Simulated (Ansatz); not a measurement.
# Al3GaN4: one change and its effect

System: Al3GaN4 (Cm, 8 atoms in the cell).
Method of run 1: DFT PBEsol, scalar-relativistic, plane waves, PAW, no spin polarisation (Ansatz 0.2.0).

The structure derives from a Materials Project entry. Text and figures count atoms from 1; the logs count them from 0 in places.

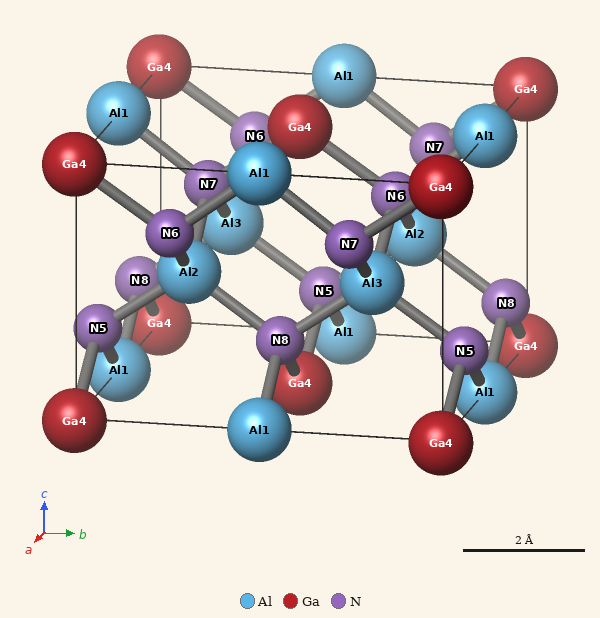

Fig. 1: The structure (ball-and-stick view of the cell 2 times as large as that of the calculation, set on its symmetry axes, seen slightly off an axis; atoms are numbered from 1 in the order of the input). An atom can appear more than once, as a periodic image.

Input, run 1:
```yaml
crystal:
  lattice:
    - [4.406994839, 0.0, 0.0]
    - [0.0, 4.406994839, 0.0]
    - [0.0, 0.0, 4.406994839]
  atoms:
    - { symbol: Al, position: [0.5, 0.5, 0.0] }
    - { symbol: Al, position: [0.5, 0.0, 0.5] }
    - { symbol: Al, position: [0.0, 0.5, 0.5] }
    - { symbol: Ga, position: [0.0213881199, 0.0213881199, 0.0] }
    - { symbol: "N", position: [0.7447077168, 0.7447077168, 0.2552922832] }
    - { symbol: "N", position: [0.7447077168, 0.2552922832, 0.7447077168] }
    - { symbol: "N", position: [0.2552922832, 0.7447077168, 0.7447077168] }
    - { symbol: "N", position: [0.2552922832, 0.2552922832, 0.2552922832] }
basis:
  ecutwfc: 420
kpoints:
  mp_grid: { grid: [6, 6, 6] }
hamiltonian:
  xc: pbesol
scf:
  occupations: { method: gaussian, width: 0.05 }
output:
  forces: true
  stress: true
  eigenvalues: true
  write_density: true
  write_potential: true
  elf: true
  volumetric_format: npy
```

Command:
```bash
ansatz run input.yaml --threads 2 --pin off --max-ram 5120MiB --backend cpu --events-out ev --progress --plain --runs-dir out
```

Hardware: 2 threads of Intel Xeon @ 2.90GHz (Ice Lake), 192 GiB of memory available, shared host.

Output, shortened to warnings, some set-up lines, iterations and results (run 1):
```
Basis set: ecut = 420 eV, 1743 PW (Γ), exchange–correlation on 60×60×60 points (8 copies of the dense FFT grid, shifted against one another)
Symmetry: 2 space group operations
k-points: 68 of 216 (time reversal used)
Initial density: superposition of atomic densities (neutral atoms: chi_scale 0, normalization atom), corrected by the library's trained network
[...]
SCF iter   1: F=—  HF=-6840.438756 eV  |F-HF|=—  |Δ(HF+E_count)|=         —  Δρ=1.06e-2  dr2=9.91e-2  ethr=1.77e-3  ⟨swp⟩=7.0  Hψ=9944  notcnv=0
SCF iter   2: F=—  HF=-6840.410512 eV  |F-HF|=—  |Δ(HF+E_count)|=   2.82e-2  Δρ=1.65e-3  dr2=1.90e-3  ethr=2.36e-4  ⟨swp⟩=2.3  Hψ=3607  notcnv=0  defer=247
SCF iter   3: F=—  HF=-6840.410288 eV  |F-HF|=—  |Δ(HF+E_count)|=   2.24e-4  Δρ=8.46e-4  dr2=4.76e-4  ethr=4.52e-6  ⟨swp⟩=1.7  Hψ=2207  notcnv=0  defer=247
SCF iter   4: F=—  HF=-6840.410254 eV  |F-HF|=—  |Δ(HF+E_count)|=   3.43e-5  Δρ=1.98e-4  dr2=3.32e-5  ethr=1.13e-6  ⟨swp⟩=2.7  Hψ=3265  notcnv=0  defer=247
SCF iter   5: F=—  HF=-6840.410101 eV  |F-HF|=—  |Δ(HF+E_count)|=   1.52e-4  Δρ=8.21e-5  dr2=3.61e-6  ethr=7.91e-8  ⟨swp⟩=2.0  Hψ=3139  notcnv=0  defer=247
SCF iter   6: F=—  HF=-6840.410103 eV  |F-HF|=—  |Δ(HF+E_count)|=   1.55e-6  Δρ=2.05e-5  dr2=3.59e-7  ethr=8.61e-9  ⟨swp⟩=2.9  Hψ=3452  notcnv=0  defer=247
SCF iter   7: F=-6840.410103 eV  HF=-6840.410103 eV  |F-HF|=2.17e-8  |Δ(HF+E_count)|=   7.55e-8  Δρ=6.49e-6  dr2=3.25e-8  ethr=2.38e-10  ⟨swp⟩=13.0  Hψ=13583  notcnv=0
SCF 1 converged in 7 iterations: F = -6840.410103 eV  dr2 = 3.25e-8
SCF converged after 7 iterations
Free energy (F): -6840.410103 eV
Harris-Foulkes:  -6840.410103 eV  (|F-HF|=2.17e-8)
Internal energy: -6840.410103 eV  (E = F + TS)
E sigma→0 (E₀):  -6840.410103 eV
Fermi energy:    9.019458 eV
--- Per-component energies (eV) ---
  E_band       = 20.830509
  E_kinetic    = 722.548889
  E_local      = -3072.768484  (includes V_loc(G=0)·N_el)
  E_nonlocal   = 642.493230
  E_hartree    = 1345.592360
  E_xc         = -429.634751
  E_vxc        = -456.074849  (∫ρ·V_xc dr)
  E_paw        = -3808.959542  (= ΣΔE_a)
  E_vpaw       = -506.548553  (= ΣTr[D̂ρ^β])
  E_aug_tail   = 0.000271  (compensation charges beyond the density's cutoff)
  E_ewald      = -2240.714867
  E_core_change = 1.032790  (= ΣΔE_core)
  E_smearing   = -0.000000  (= −TS)
  E_closure    = -0.000000  (closes the sum)
  Σ components = -6840.410103   (vs F -6840.410103, Δ=0.00e0)
--- Forces (eV/Å), atoms counted from 1 ---
  atom   1  Al     0.44122249     0.44122249     0.01269638
  atom   2  Al     0.43587781    -0.31987615    -0.00555388
  atom   3  Al    -0.31987615     0.43587781    -0.00555388
  atom   4  Ga    -1.74202265    -1.74202265    -0.45924398
  atom   5  N      0.34756741     0.34756741    -0.25841399
  atom   6  N      0.09795564     0.05209686     0.02516135
  atom   7  N      0.05209686     0.09795564     0.02516135
  atom   8  N      0.68720716     0.68720716     0.66574391
  max |Σ_I F_I| component: 2.86e-5 eV/Å
--- Stress (GPa, compression-positive) ---
        0.431736       0.691454       1.693834
        0.691454       0.431736       1.693834
        1.693834       1.693834       0.960999
  P = ⅓ Tr σ = 0.6082 GPa (6.082 kbar)
```

The input of run 2 differs as follows (lines with − go, lines with + come):
```diff
-    - { symbol: Ga, position: [0.0213881199, 0.0213881199, 0.0] }
+    - { symbol: Ga, position: [-0.0320902024, -0.0320902024, 0.0] }
```

Predict how the results change.

With the same functional and potentials, run 2 lies 26.1 meV per atom higher. The gap on the mesh goes from 2.78 to 2.47 eV. The pressure goes from 0.61 to 1.35 GPa. The largest force goes from 2.506 to 3.950 eV/Å. The number of SCF iterations is the same.

Output, shortened to warnings, some set-up lines, iterations and results (run 2):
```
Basis set: ecut = 420 eV, 1743 PW (Γ), exchange–correlation on 60×60×60 points (8 copies of the dense FFT grid, shifted against one another)
Symmetry: 2 space group operations
k-points: 68 of 216 (time reversal used)
Initial density: superposition of atomic densities (neutral atoms: chi_scale 0, normalization atom), corrected by the library's trained network
[...]
SCF iter   1: F=—  HF=-6840.229837 eV  |F-HF|=—  |Δ(HF+E_count)|=         —  Δρ=1.06e-2  dr2=9.81e-2  ethr=1.77e-3  ⟨swp⟩=6.9  Hψ=9991  notcnv=0
SCF iter   2: F=—  HF=-6840.201974 eV  |F-HF|=—  |Δ(HF+E_count)|=   2.79e-2  Δρ=1.65e-3  dr2=1.84e-3  ethr=2.34e-4  ⟨swp⟩=2.3  Hψ=3604  notcnv=0  defer=246
SCF iter   3: F=—  HF=-6840.201778 eV  |F-HF|=—  |Δ(HF+E_count)|=   1.97e-4  Δρ=8.50e-4  dr2=4.66e-4  ethr=4.39e-6  ⟨swp⟩=1.8  Hψ=2279  notcnv=0  defer=246
SCF iter   4: F=—  HF=-6840.201750 eV  |F-HF|=—  |Δ(HF+E_count)|=   2.78e-5  Δρ=2.43e-4  dr2=5.07e-5  ethr=1.11e-6  ⟨swp⟩=2.6  Hψ=3186  notcnv=0  defer=246
SCF iter   5: F=—  HF=-6840.201587 eV  |F-HF|=—  |Δ(HF+E_count)|=   1.63e-4  Δρ=8.05e-5  dr2=3.64e-6  ethr=1.21e-7  ⟨swp⟩=2.0  Hψ=3140  notcnv=0  defer=246
SCF iter   6: F=—  HF=-6840.201589 eV  |F-HF|=—  |Δ(HF+E_count)|=   1.69e-6  Δρ=2.23e-5  dr2=3.97e-7  ethr=8.66e-9  ⟨swp⟩=2.8  Hψ=3204  notcnv=0  defer=246
SCF iter   7: F=-6840.201588 eV  HF=-6840.201588 eV  |F-HF|=1.72e-8  |Δ(HF+E_count)|=   1.71e-7  Δρ=6.61e-6  dr2=3.26e-8  ethr=2.38e-10  ⟨swp⟩=13.0  Hψ=13677  notcnv=0
SCF 1 converged in 7 iterations: F = -6840.201588 eV  dr2 = 3.26e-8
  Residual-converged pass: ⟨swp⟩=1.0  Hψ=2245  notcnv=0  max |occ|·‖R‖ = 7.0e-9 eV (tolerance 1.0e-8 eV)  dr2=3.26e-8  dr2_onsite=6.35e-9  max |Δocc| = 5.4e-276
SCF converged after 7 iterations
Free energy (F): -6840.201588 eV
Harris-Foulkes:  -6840.201588 eV  (|F-HF|=1.72e-8)
Internal energy: -6840.201588 eV  (E = F + TS)
E sigma→0 (E₀):  -6840.201588 eV
Fermi energy:    8.943018 eV
--- Per-component energies (eV) ---
  E_band       = 20.024174
  E_kinetic    = 722.835219
  E_local      = -3077.643700  (includes V_loc(G=0)·N_el)
  E_nonlocal   = 642.444062
  E_hartree    = 1347.351720
  E_xc         = -429.759177
  E_vxc        = -456.219241  (∫ρ·V_xc dr)
  E_paw        = -3808.717758  (= ΣΔE_a)
  E_vpaw       = -506.090709  (= ΣTr[D̂ρ^β])
  E_aug_tail   = 0.000261  (compensation charges beyond the density's cutoff)
  E_ewald      = -2237.745006
  E_core_change = 1.032790  (= ΣΔE_core)
  E_smearing   = -0.000000  (= −TS)
  E_closure    = -0.000000  (closes the sum)
  Σ components = -6840.201588   (vs F -6840.201588, Δ=0.00e0)
--- Forces (eV/Å), atoms counted from 1 ---
  atom   1  Al    -0.66884665    -0.66884665     0.02810744
  atom   2  Al    -0.65066374     0.47919475    -0.01213761
  atom   3  Al     0.47919475    -0.65066374    -0.01213761
  atom   4  Ga     2.69196061     2.69196061    -1.05369421
  atom   5  N     -1.19607822    -1.19607822     1.23490040
  atom   6  N     -0.06414631    -0.16445771     0.05508968
  atom   7  N     -0.16445771    -0.06414631     0.05508968
  atom   8  N     -0.42700105    -0.42700105    -0.29521928
  max |Σ_I F_I| component: 3.83e-5 eV/Å
--- Stress (GPa, compression-positive) ---
        0.935476       1.541725      -2.690641
        1.541725       0.935476      -2.690641
       -2.690641      -2.690641       2.180325
  P = ⅓ Tr σ = 1.3504 GPa (13.504 kbar)
```

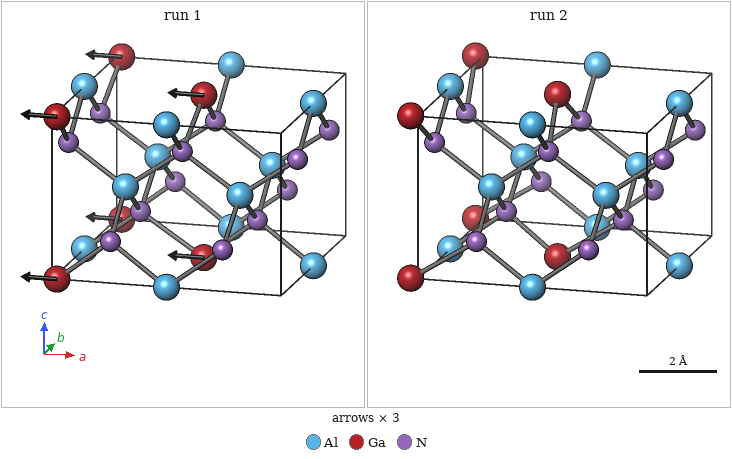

Fig. 2: The two input geometries at one scale (ball-and-stick view of the cell 2 times as large as that of the calculation, set on its symmetry axes, seen slightly off an axis). The black arrows on the first give the shifts of the atoms relative to the cell, magnified 3 times. The atom that moves furthest is the Ga atom (0.33 Å). N and Al stay in place. The cell doesn't change. Among the contacts that change: Ga–N 1.841 → 2.115 Å, Ga–N 2.059 → 1.789 Å, Ga–N 1.953 → 1.959 Å.

The two runs side by side:

| quantity | run 1 | run 2 |
| --- | --- | --- |
| outcome | converged | converged |
| free energy per atom (eV) | −855.0513 | −855.0252 |
| gap on the mesh (eV) | 2.78 | 2.47 |
| pressure (GPa) | 0.61 | 1.35 |
| largest force (eV/Å) | 2.506 | 3.950 |
| SCF iterations | 7 | 7 |
| irreducible k-points | 68 | 68 |
| plane waves at Γ | 1743 | 1743 |
| wall time (shared host) | 12 s | 15 s |
